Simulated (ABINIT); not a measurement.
**Al2O3: geometry relaxation (part 1 of 2)**

The run: geometry relaxation of Al2O3 (R-3c, 10 atoms in the cell). Method and program: Kohn-Sham DFT of a periodic cell, LDA, PseudoDojo NC SR LDA v0.4.1 standard (ABINIT 10.8.3).

The structure derives from an entry of the Crystallography Open Database. The run did not end well.

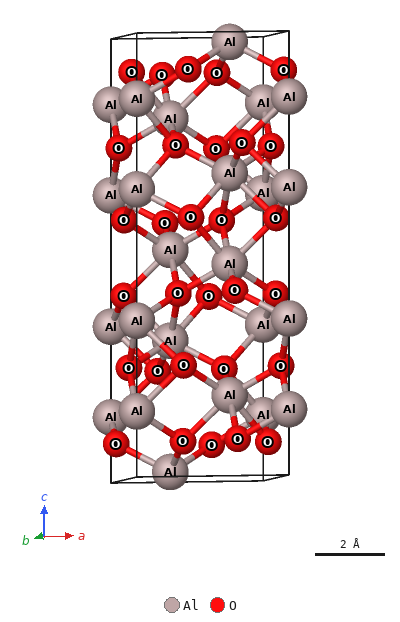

The input geometry (ball-and-stick view of the cell 3 times as large as that of the calculation, set on its symmetry axes, seen at an oblique angle).

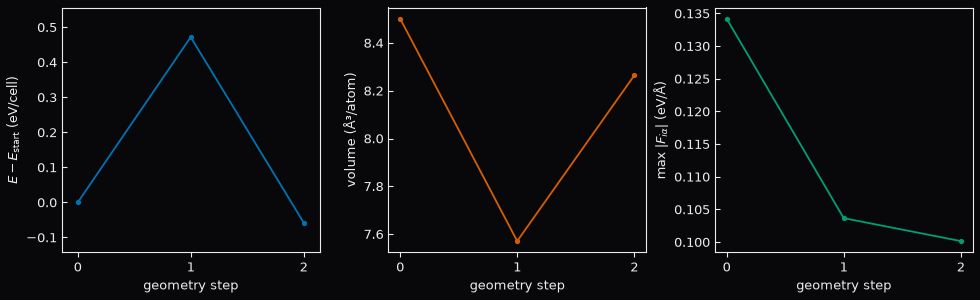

Progress of the relaxation, step by step (steps are counted from 0).

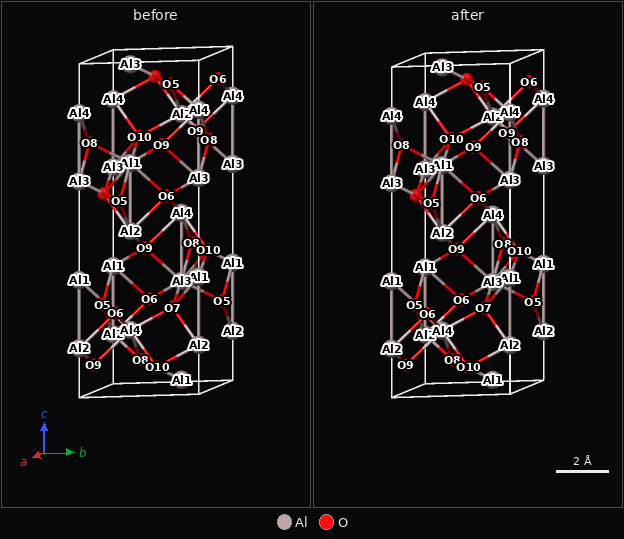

Before (left) and after (right) the relaxation, at one scale (ball-and-stick view of the cell 3 times as large as that of the calculation, set on its symmetry axes, seen slightly off an axis). The run failed before the relaxation converged. After 2 geometry steps the energy has fallen by 57.4 meV per cell of the calculation. The largest force component goes from 0.13 to 0.1 eV/Å. No atom moves by more than 0.005 Å relative to the cell. The drawn cell changes as follows: a = b 4.761 → 4.717 Å (−0.9 %), c 12.996 → 12.868 Å (−1.0 %); the volume changes by −2.8 %. Distances before and after: Al1–Al2 2.655 → 2.623 Å, Al1–O5 1.973 → 1.952 Å, Al1–O10 1.854 → 1.838 Å. The space group stays R-3c (No. 167). (Atoms are counted from 1 in the order of the input.)

The input and output of the run follow.

The input:
```
# Pseudopotentials
pp_dirpath "./"
pseudos "Al.upf, O.upf"

# Structure
acell 3*1.0 Angstrom
rprim
     2.3802500000     1.3742379782     4.3318666667
    -2.3802500000     1.3742379782     4.3318666667
     0.0000000000    -2.7484759565     4.3318666667
ntypat 2
znucl 13 8
natom 10
typat 1 1 1 1 2 2 2 2 2 2
xred
     0.3521600000     0.3521600000     0.3521600000
     0.1478400000     0.1478400000     0.1478400000
     0.6478400000     0.6478400000     0.6478400000
     0.8521600000     0.8521600000     0.8521600000
     0.5566800000     0.9433200000     0.2500000000
     0.2500000000     0.5566800000     0.9433200000
     0.9433200000     0.2500000000     0.5566800000
     0.4433200000     0.0566800000     0.7500000000
     0.7500000000     0.4433200000     0.0566800000
     0.0566800000     0.7500000000     0.4433200000
chkprim 0
chksymtnons 0
tolsym 1.0e-6

# Plane-wave basis
ecut 42.0

# k points
kptopt 1
ngkpt 4 4 4
nshiftk 1
shiftk 0.0 0.0 0.0

# Exchange and correlation
ixc 7

# Bands and occupations
nband 30
occopt 3
tsmear 0.05 eV

# SCF cycle
nstep 100
tolvrs 1.0e-10

# Output
iomode 3
prtwf 0
prtden 0
prteig 0
prtebands 0
enunit 1
prtvol 2

# Relaxation
ionmov 22
ntime 60
tolmxf 0.0001
optcell 2
dilatmx 1.08
ecutsm 0.5
strtarget 3*-1.019679e-03 3*0.0
```

Command:
```bash
mpirun --bind-to none -np 4 abinit run.abi > log 2>&1
```

What the program printed:
```
.Version 10.8.3 of ABINIT
 Symmetries : space group R-3 c (#167); Bravais hR (rhombohedral)
================================================================================
 Values of the parameters that define the memory need of the present run
     intxc =       0    ionmov =      22      iscf =       7    lmnmax =       6
     lnmax =       6     mgfft =      64  mpssoang =       3    mqgrid =    3001
     natom =      10  nloc_mem =       1    nspden =       1   nspinor =       1
    nsppol =       1      nsym =      12    n1xccc =    2501    ntypat =       2
    occopt =       3   xclevel =       1
       mpw =        9408          nfft =      262144          nkpt =          13
================================================================================
================================================================================

--------------------------------------------------------------------------------
------------- Echo of variables that govern the present computation ------------
--------------------------------------------------------------------------------
 -outvars: echo values of preprocessed input variables --------
            acell      1.8897261259E+00  1.8897261259E+00  1.8897261259E+00 Bohr
              amu      2.69815390E+01  1.59994000E+01
          chkprim           0
      chksymtnons           0
          dilatmx      1.08000000E+00
             ecut      4.20000000E+01 Hartree
           ecutsm      5.00000000E-01 Hartree
           enunit           1
           ionmov          22
              ixc           7
         kptrlatt        4    0    0      0    4    0      0    0    4
          kptrlen      3.59841649E+01
            natom          10
            nband          30
            ngfft          64      64      64
             nkpt          13
            nstep         100
             nsym          12
            ntime          60
           ntypat           2
           occopt           3
          optcell           2
           prtden           0
        prtebands           0
           prteig           0
           prtvol           2
            prtwf           0
            rprim      2.3802500000E+00  1.3742379782E+00  4.3318666667E+00
                      -2.3802500000E+00  1.3742379782E+00  4.3318666667E+00
                       0.0000000000E+00 -2.7484759565E+00  4.3318666667E+00
          spgroup         167
        strtarget     -1.01967900E-03 -1.01967900E-03 -1.01967900E-03
                       0.00000000E+00  0.00000000E+00  0.00000000E+00
           tolmxf      1.00000000E-04
           tolsym      1.00000000E-06
           tolvrs      1.00000000E-10
           tsmear      1.83746611E-03 Hartree
            typat      1  1  1  1  2  2  2  2  2  2
           xangst      2.0794737414E-17 -3.5216138731E-11  4.5765304960E+00
                       7.4761997635E-17 -1.4784026857E-11  1.9212695040E+00
                       3.0244915040E-16 -6.4784074943E-11  8.4190695041E+00
                      -3.3170809654E-16 -8.5216385848E-11  1.1074330496E+01
                      -9.2029986000E-01  1.3742379782E+00  7.5807666667E+00
                      -7.2997507000E-01 -1.4841220470E+00  7.5807666667E+00
                       1.6502749300E+00  1.0988406868E-01  7.5807666667E+00
                       9.2029986000E-01 -1.3742379783E+00  5.4148333334E+00
                       7.2997507000E-01  1.4841220469E+00  5.4148333334E+00
                      -1.6502749300E+00 -1.0988406878E-01  5.4148333334E+00
            xcart      3.9296358573E-17 -6.6548857413E-11  8.6483892444E+00
                       1.4127970016E-16 -2.7937761798E-11  3.6306731766E+00
                       5.7154606127E-16 -1.2242415896E-10  1.5909735598E+01
                      -6.2683745620E-16 -1.6103563069E-10  2.0927451665E+01
                      -1.7391146891E+00  2.5969334106E+00  1.4325572825E+01
                      -1.3794529610E+00 -2.8045842063E+00  1.4325572825E+01
                       3.1185676502E+00  2.0765079541E-01  1.4325572825E+01
                       1.7391146891E+00 -2.5969334108E+00  1.0232552018E+01
                       1.3794529610E+00  2.8045842061E+00  1.0232552018E+01
                      -3.1185676502E+00 -2.0765079560E-01  1.0232552018E+01
             xred      3.5216000000E-01  3.5216000000E-01  3.5216000000E-01
                       1.4784000000E-01  1.4784000000E-01  1.4784000000E-01
                       6.4784000000E-01  6.4784000000E-01  6.4784000000E-01
                       8.5216000000E-01  8.5216000000E-01  8.5216000000E-01
                       5.5668000000E-01  9.4332000000E-01  2.5000000000E-01
                       2.5000000000E-01  5.5668000000E-01  9.4332000000E-01
                       9.4332000000E-01  2.5000000000E-01  5.5668000000E-01
                       4.4332000000E-01  5.6680000000E-02  7.5000000000E-01
                       7.5000000000E-01  4.4332000000E-01  5.6680000000E-02
                       5.6680000000E-02  7.5000000000E-01  4.4332000000E-01
            znucl       13.00000    8.00000

================================================================================

 chkinp: Checking input parameters for consistency.

================================================================================
== DATASET  1 ==================================================================

--- !DatasetInfo
iteration_state: {dtset: 1, }
dimensions: {natom: 10, nkpt: 13, mband: 30, nsppol: 1, nspinor: 1, nspden: 1, mpw: 9408, }
cutoff_energies: {ecut:  42.0, pawecutdg:  -1.0, }
electrons: {nelect:   4.80000000E+01, charge:   0.00000000E+00, occopt:   3.00000000E+00, tsmear:   1.83746611E-03, }
meta: {optdriver: 0, ionmov: 22, optcell: 2, iscf: 7, paral_kgb: 0, }
...

 Exchange-correlation functional for the present dataset will be:
  LDA: Perdew-Wang 92 LSD fit to Ceperley-Alder data - ixc=7
  J.P.Perdew and Y.Wang, PRB 45, 13244 (1992)

 Real(R)+Recip(G) space primitive vectors, cartesian coordinates (Bohr,Bohr^-1):
 R(1)=  4.4980206  2.5969334  8.1860416  G(1)=  0.1111600  0.0641783  0.0407197
 R(2)= -4.4980206  2.5969334  8.1860416  G(2)= -0.1111600  0.0641783  0.0407197
 R(3)=  0.0000000 -5.1938668  8.1860416  G(3)=  0.0000000 -0.1283565  0.0407197
 Unit cell volume ucvol=  5.7372986E+02 bohr^3
 Angles (23,13,12)=  5.52866708E+01  5.52866708E+01  5.52866708E+01 degrees

 getcut: wavevector=  0.0000  0.0000  0.0000  ngfft=  64  64  64
         ecut(hartree)=     48.989   => boxcut(ratio)=   2.09534

--- Pseudopotential description ------------------------------------------------
- pspini: atom type   1  psp file is ./Al.upf
12 -1012 2 -1 1854                            pspcod,pspxc,lmax,lloc,mmax
     nproj     2     2     2

- pspini: atom type   2  psp file is ./O.upf
12 -1012 2 -1 926                             pspcod,pspxc,lmax,lloc,mmax
     nproj     2     2     1

   1.91765189E+03                                ecore*ucvol(ha*bohr**3)
--------------------------------------------------------------------------------

================================================================================

=== [ionmov=22] Limited-memory Broyden-Fletcher-Goldfarb-Shanno method
================================================================================

--- Iteration: ( 1/60) Internal Cycle: (1/1)
--------------------------------------------------------------------------------

---SELF-CONSISTENT-FIELD CONVERGENCE--------------------------------------------

--- !BeginCycle
iteration_state: {dtset: 1, itime: 1, icycle: 1, }
solver: {iscf: 7, nstep: 100, nline: 4, wfoptalg: 0, }
tolerances: {tolvrs: 1.00E-10, }
...

     iter   Etot(hartree)      deltaE(h)  residm     vres2
 ETOT  1  -108.63545057798    -1.086E+02 1.817E-01 2.615E+03
 ETOT  2  -108.77665557696    -1.412E-01 1.692E-02 2.169E+03
 ETOT  3  -109.20051756992    -4.239E-01 1.338E-02 1.358E+01
 ETOT  4  -109.20318709237    -2.670E-03 3.683E-03 7.952E-02
 ETOT  5  -109.20320095793    -1.387E-05 2.019E-03 1.489E-03
 ETOT  6  -109.20320109269    -1.348E-07 1.414E-03 2.537E-05
 ETOT  7  -109.20320109407    -1.376E-09 7.395E-04 2.703E-06
 ETOT  8  -109.20320109438    -3.109E-10 8.242E-04 1.732E-08
 ETOT  9  -109.20320109438    -1.734E-12 4.436E-04 6.189E-10
 ETOT 10  -109.20320109438    -9.948E-14 5.598E-04 3.930E-12

 At SCF step   10       vres2   =  3.93E-12 < tolvrs=  1.00E-10 =>converged.

 Cartesian components of stress tensor (hartree/bohr^3)
  sigma(1 1)=  2.42976932E-04  sigma(3 2)=  4.66981662E-14
  sigma(2 2)=  2.42976932E-04  sigma(3 1)=  0.00000000E+00
  sigma(3 3)=  2.47721848E-04  sigma(2 1)=  0.00000000E+00

--- !ResultsGS
iteration_state: {dtset: 1, itime: 1, icycle: 1, }
comment   : Summary of ground state results
lattice_vectors:
- [  4.4980206,   2.5969334,   8.1860416, ]
- [ -4.4980206,   2.5969334,   8.1860416, ]
- [  0.0000000,  -5.1938668,   8.1860416, ]
lattice_lengths: [   9.69472,    9.69472,    9.69472, ]
lattice_angles: [ 55.287,  55.287,  55.287, ] # degrees, (23, 13, 12)
lattice_volume:   5.7372986E+02
convergence: {deltae: -9.948E-14, res2:  3.930E-12, residm:  5.598E-04, diffor: null, }
etotal    :  -1.09203201E+02
entropy   :   0.00000000E+00
fermie    :   3.20076039E-01
cartesian_stress_tensor: # hartree/bohr^3
- [  2.42976932E-04,   0.00000000E+00,   0.00000000E+00, ]
- [  0.00000000E+00,   2.42976932E-04,   4.66981662E-14, ]
- [  0.00000000E+00,   4.66981662E-14,   2.47721848E-04, ]
pressure_GPa:  -7.1952E+00
xred      :
- [  3.5216E-01,   3.5216E-01,   3.5216E-01, Al]
- [  1.4784E-01,   1.4784E-01,   1.4784E-01, Al]
- [  6.4784E-01,   6.4784E-01,   6.4784E-01, Al]
- [  8.5216E-01,   8.5216E-01,   8.5216E-01, Al]
- [  5.5668E-01,   9.4332E-01,   2.5000E-01,  O]
- [  2.5000E-01,   5.5668E-01,   9.4332E-01,  O]
- [  9.4332E-01,   2.5000E-01,   5.5668E-01,  O]
- [  4.4332E-01,   5.6680E-02,   7.5000E-01,  O]
- [  7.5000E-01,   4.4332E-01,   5.6680E-02,  O]
- [  5.6680E-02,   7.5000E-01,   4.4332E-01,  O]
cartesian_forces: # hartree/bohr
- [ -1.12508591E-19,  -1.80848693E-19,  -1.05440988E-03, ]
- [ -1.23691368E-19,  -3.88759069E-19,   1.05440988E-03, ]
- [  6.91405046E-20,   5.07444328E-20,   1.05440988E-03, ]
- [  2.97163716E-19,  -1.80848693E-19,  -1.05440988E-03, ]
- [ -2.61002640E-03,  -7.22845466E-20,   4.43213354E-20, ]
- [  1.30501320E-03,  -2.26034917E-03,  -1.73933058E-14, ]
- [  1.30501320E-03,   2.26034917E-03,   1.73931928E-14, ]
- [  2.61002640E-03,   1.61932037E-19,   1.62991321E-19, ]
- [ -1.30501320E-03,   2.26034917E-03,   1.73930137E-14, ]
- [ -1.30501320E-03,  -2.26034917E-03,  -1.73931645E-14, ]
force_length_stats: {min:   1.05440988E-03, max:   2.61002640E-03, mean:   1.98777979E-03, }
...

 Integrated electronic density in atomic spheres:
 ------------------------------------------------
 Atom  Sphere_radius  Integrated_density
    1        2.00000          1.10136560
    2        2.00000          1.10136560
    3        2.00000          1.10136560
    4        2.00000          1.10136560
    5        2.00000          6.42833927
    6        2.00000          6.42833927
    7        2.00000          6.42833927
    8        2.00000          6.42833927
    9        2.00000          6.42833927
   10        2.00000          6.42833927

---OUTPUT-----------------------------------------------------------------------

 Cartesian coordinates (xcart) [bohr]
  3.92963585733018E-17 -6.65488574126665E-11  8.64838924437145E+00
  1.41279700155486E-16 -2.79377617975412E-11  3.63067317664662E+00
  5.71546061273467E-16 -1.22424158963144E-10  1.59097355976647E+01
 -6.26837456201792E-16 -1.61035630692258E-10  2.09274516653895E+01
 -1.73911468911128E+00  2.59693341057199E+00  1.43255728245211E+01
 -1.37945296104036E+00 -2.80458420631060E+00  1.43255728245211E+01
  3.11856765015164E+00  2.07650795407916E-01  1.43255728245211E+01
  1.73911468911127E+00 -2.59693341076096E+00  1.02325520175151E+01
  1.37945296104036E+00  2.80458420612163E+00  1.02325520175151E+01
 -3.11856765015164E+00 -2.07650795596889E-01  1.02325520175151E+01
 Reduced coordinates (xred)
  3.52160000000000E-01  3.52160000000000E-01  3.52160000000000E-01
  1.47840000000000E-01  1.47840000000000E-01  1.47840000000000E-01
  6.47840000000000E-01  6.47840000000000E-01  6.47840000000000E-01
  8.52160000000000E-01  8.52160000000000E-01  8.52160000000000E-01
  5.56680000000000E-01  9.43320000000000E-01  2.50000000000000E-01
  2.50000000000000E-01  5.56680000000000E-01  9.43320000000000E-01
  9.43320000000000E-01  2.50000000000000E-01  5.56680000000000E-01
  4.43320000000000E-01  5.66800000000000E-02  7.50000000000000E-01
  7.50000000000000E-01  4.43320000000000E-01  5.66800000000000E-02
  5.66800000000000E-02  7.50000000000000E-01  4.43320000000000E-01
 Cartesian forces (fcart) [Ha/bohr]; max,rms= 2.61003E-03 1.22910E-03 (free atoms)
 -1.12508591482461E-19 -1.80848693489720E-19 -1.05440987684020E-03
 -1.23691368136757E-19 -3.88759068952726E-19  1.05440987684020E-03
  6.91405045830408E-20  5.07444327914592E-20  1.05440987684020E-03
  2.97163715734438E-19 -1.80848693489720E-19 -1.05440987684020E-03
 -2.61002640006698E-03 -7.22845466057713E-20  4.43213354173157E-20
  1.30501320003349E-03 -2.26034916701472E-03 -1.73933058069846E-14
  1.30501320003349E-03  2.26034916701473E-03  1.73931927870542E-14
  2.61002640006698E-03  1.61932036917851E-19  1.62991320937729E-19
 -1.30501320003349E-03  2.26034916701473E-03  1.73930137293804E-14
 -1.30501320003349E-03 -2.26034916701473E-03 -1.73931645320715E-14
 Gradient of E wrt nuclear positions in reduced coordinates (gred)
  8.63144313003921E-03  8.63144313003921E-03  8.63144313003921E-03
 -8.63144313003921E-03 -8.63144313003921E-03 -8.63144313003921E-03
 -8.63144313003921E-03 -8.63144313003921E-03 -8.63144313003921E-03
  8.63144313003921E-03  8.63144313003921E-03  8.63144313003921E-03
  1.17399525432565E-02 -1.17399525432565E-02 -7.38252604432373E-19
 -7.79170467461609E-20  1.17399525432565E-02 -1.17399525432565E-02
 -1.17399525432565E-02 -3.82016037997613E-19  1.17399525432565E-02
 -1.17399525432565E-02  1.17399525432565E-02 -4.93200302045253E-19
  2.16395792867903E-19 -1.17399525432565E-02  1.17399525432565E-02
  1.17399525432565E-02 -1.08159025796956E-19 -1.17399525432565E-02
 Scale of Primitive Cell (acell) [bohr]
  1.88972612590778E+00  1.88972612590778E+00  1.88972612590778E+00
 Real space primitive translations (rprimd) [bohr]
  4.49802061119200E+00  2.59693341061923E+00  8.18604161401205E+00
 -4.49802061119200E+00  2.59693341061923E+00  8.18604161401205E+00
  0.00000000000000E+00 -5.19386682142743E+00  8.18604161401205E+00
```
